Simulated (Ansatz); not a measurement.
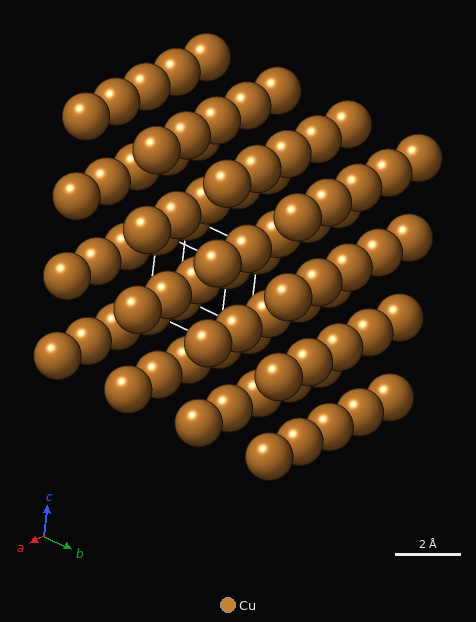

**Figure 1.** The structure (spheres-only view of the cell of the calculation, repeated 4 × 3 × 3, seen slightly off an axis). An atom can appear more than once, as a periodic image.

**Cu: single-point calculation**

Cu (Fmmm, 1 atom in the cell), computed with DFT PBEsol, scalar-relativistic, plane waves, PAW, no spin polarisation (Ansatz 0.2.0).

The structure derives from a Materials Project entry. It belongs to a series of runs on one base structure; here: strain +0.0350 x Voigt [0, 0, 0, 0, 0, 1], atoms carried along.

## The program's output
```
Engine: ansatz 0.2.0, aarch64-unknown-linux-gnu
Pseudopotentials: kind: paw
Pseudopotential: Cu, paw, valence charge 19, recommended cutoff 420 eV (normal), Cu.paw.azcp
Functional definition: PBEsol
  exchange = pbesol_x
  correlation = pbesol_c
Crystal: 1 atoms, lattice volume = 11.357 Å³
Basis set: ecut = 420 eV, 217 PW (Γ), exchange–correlation on 36×36×36 points (8 copies of the dense FFT grid, shifted against one another)
Bands: 14, of which v1, the nominal top of the filled ones, is band 10 counted from 1 (9 counted from 0)
Symmetry: 8 space group operations
Space group: Fmmm (ITA 69), of the structure as read, at distance tolerance 2.2e-5 Å
k-points: 3736 of 27000
Non-local potential: Cu, projectors of the file, l = 0: 3, l = 1: 2, l = 2: 3, l = 3: 1
PAW form: soft (Blöchl's): semilocal exchange-correlation on the pseudo side does not see the compensation charge
PAW frozen core: Cu, regenerated for the run's functional, and the local potential with it (the file was generated under x = pbe(κ = 0.804, μ = 0.2195149727645171), c = pbe(β = 0.06672455060314922))
PAW one-centre angular grid: Cu, 590 points (default); XC on 64 Gauss nodes
Initial density: superposition of atomic densities (neutral atoms: chi_scale 0, normalization atom), corrected by the library's trained network
Initial wavefunctions: pseudopotential atomic-orbital guess
Functional: x = pbesol(κ = 0.804, μ = 0.12345679012345678), c = pbesol(β = 0.046)
SCF iter   1: F=—  HF=-6588.737215 eV  |F-HF|=—  |Δ(HF+E_count)|=         —  Δρ=2.16e-2  dr2=2.72e-2  ethr=1.77e-3  ⟨swp⟩=5.0  Hψ=259279  notcnv=0
preconditioner: auto → none  [metal: Δε(μ)=0.001 eV  Ē_g=17.576 eV  σ=0.150 eV  W_gap=0.01  n_scr=0 (ndim 8)  ℏωp=36.5 eV  f_vac=0.000  D(μ)=0.32/eV (n_scr^D=0)]
SCF iter   2: F=—  HF=-6588.730877 eV  |F-HF|=—  |Δ(HF+E_count)|=   6.34e-3  Δρ=1.00e-3  dr2=4.29e-5  ethr=1.43e-4  ⟨swp⟩=2.8  Hψ=108220  notcnv=0  defer=611
SCF iter   3: F=—  HF=-6588.730869 eV  |F-HF|=—  |Δ(HF+E_count)|=   8.19e-6  Δρ=1.05e-3  dr2=4.92e-5  ethr=2.26e-7  ⟨swp⟩=2.0  Hψ=86566  notcnv=0  defer=611
SCF iter   4: F=—  HF=-6588.730899 eV  |F-HF|=—  |Δ(HF+E_count)|=   3.05e-5  Δρ=9.09e-5  dr2=3.56e-7  ethr=2.26e-7  ⟨swp⟩=1.0  Hψ=50851  notcnv=0  defer=611
iter 5 did not close the SCF: its close was put off for the readings that it lacked (scf_convergence_deferred on its scf_iter line)
SCF iter   5: F=-6588.730899 eV  HF=-6588.730899 eV  |F-HF|=5.26e-10  |Δ(HF+E_count)|=   2.99e-8  Δρ=4.51e-6  dr2=9.25e-10  ethr=1.87e-9  ⟨swp⟩=1.7  Hψ=71979  notcnv=0  defer=611
SCF iter   6: F=-6588.730899 eV  HF=-6588.730899 eV  |F-HF|=9.09e-13  |Δ(HF+E_count)|=  9.20e-10  Δρ=1.30e-7  dr2=6.25e-13  ethr=4.87e-12  ⟨swp⟩=5.4  Hψ=270411  notcnv=0
SCF 1 converged in 6 iterations: F = -6588.730899 eV  dr2 = 6.25e-13
  greatest PAW one-centre occupation: 1.000 electrons in one spin orbital (limit 2), on the Cu atom at site 0 (counted from 0), in its partial waves of l = 0
SCF converged after 6 iterations
Free energy (F): -6588.730899 eV
Harris-Foulkes:  -6588.730899 eV  (|F-HF|=9.09e-13)
Internal energy: -6588.727274 eV  (E = F + TS)
E sigma→0 (E₀):  -6588.729086 eV
Entropy (-TS):   -0.003625 eV (-3.625 meV/atom)
Fermi energy:    17.441233 eV
--- Per-component energies (eV) ---
  E_band       = -347.016247
  E_kinetic    = 300.617386
  E_local      = -3978.308853  (includes V_loc(G=0)·N_el)
  E_nonlocal   = 391.286307
  E_hartree    = 1751.985446
  E_xc         = -89.353765
  E_vxc        = -115.826160  (∫ρ·V_xc dr)
  E_paw        = -1625.979523  (= ΣΔE_a)
  E_vpaw       = -448.756089  (= ΣTr[D̂ρ^β])
  E_aug_tail   = 0.000253  (compensation charges beyond the density's cutoff)
  E_ewald      = -3339.180727
  E_core_change = 0.206202  (= ΣΔE_core)
  E_smearing   = -0.003625  (= −TS)
  E_closure    = -0.000000  (closes the sum)
  Σ components = -6588.730899   (vs F -6588.730899, Δ=0.00e0)
--- Forces (eV/Å), atoms counted from 1 ---
  atom   1  Cu     0.00000000     0.00000000     0.00000000
  max |Σ_I F_I| component: 4.31e-32 eV/Å
--- Stress (GPa, compression-positive) ---
        0.189261      -4.296177      -0.000000
       -4.296177       0.189261       0.000000
       -0.000000       0.000000       0.438232
  P = ⅓ Tr σ = 0.2723 GPa (2.723 kbar)
--- Band table (eV; the first three rows and the last of 3736) ---
  k-point 0: bands = ["-94.9127", "-52.3657", "-52.3648", "-52.3556", "7.6967", "14.0605", "14.2067", "14.4509", "15.1806", "15.4521", "41.3156", "42.9102", "43.8864", "45.3887"]
  k-point 1: bands = ["-94.9125", "-52.3661", "-52.3648", "-52.3569", "7.7376", "14.0598", "14.2000", "14.4663", "15.1741", "15.4517", "40.6086", "42.8591", "43.7836", "45.3944"]
  k-point 2: bands = ["-94.9120", "-52.3672", "-52.3647", "-52.3607", "7.8596", "14.0572", "14.1802", "14.5120", "15.1559", "15.4506", "39.1325", "42.6551", "43.5151", "45.1387"]
  k-point 3735: bands = ["-94.8795", "-52.4862", "-52.4547", "-52.4424", "12.5564", "12.6074", "15.8300", "15.9733", "15.9899", "24.8619", "25.0780", "27.3374", "30.7479", "31.4534"]
```

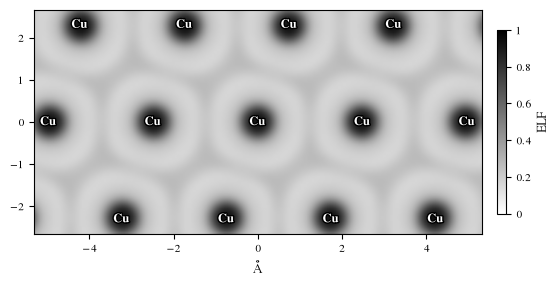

**Figure 2.** ELF on the (111) plane of the conventional cell. Cu–Cu (2.43 Å): the ELF is about 0.20 at the midpoint; no shared electron pair. Cu–Cu (2.48 Å): the ELF is about 0.20 at the midpoint; no shared electron pair. The strong features right at Cu lie inside the PAW spheres (semicore, d or f shells) and say nothing about bonding. The fields are those of the smooth PAW valence density.

This output came from the following input.

## Input
```yaml
crystal:
  lattice:
    - [-1.4198026243, 1.4198026243, 1.3600071991]
    - [1.4198026243, -1.4198026243, 1.3600071991]
    - [1.4703808349, 1.4703808349, -1.3600071991]
  atoms:
    - { symbol: Cu, position: [0.0, 0.0, 0.0] }
basis:
  ecutwfc: 420
kpoints:
  mp_grid: { grid: [30, 30, 30] }
hamiltonian:
  xc: pbesol
scf:
  occupations: { method: gaussian, width: 0.15 }
output:
  forces: true
  stress: true
  eigenvalues: true
  write_density: true
  write_potential: true
  elf: true
  volumetric_format: npy
```

Command:
```bash
ansatz run input.yaml --threads 1 --pin off --max-ram 2560MiB --backend cpu --events-out ev --progress --plain --runs-dir out
```

## Key numbers

| quantity | value |
| --- | --- |
| outcome | converged |
| space group (tolerance 0.01 Å) | Fmmm (69) |
| electrons treated | 19 |
| free energy | −6588.7309 eV |
| Fermi energy | 17.441 eV |
| gap on the k-point mesh | none (metallic) |
| pressure | 0.27 GPa |
| largest force (length of the vector) | under 0.001 eV/Å |
| hardware | 1 thread of Arm Neoverse V1, 24 GiB of memory available, shared host |
| wall time | 50 s |
| peak memory | 0.83 GiB |
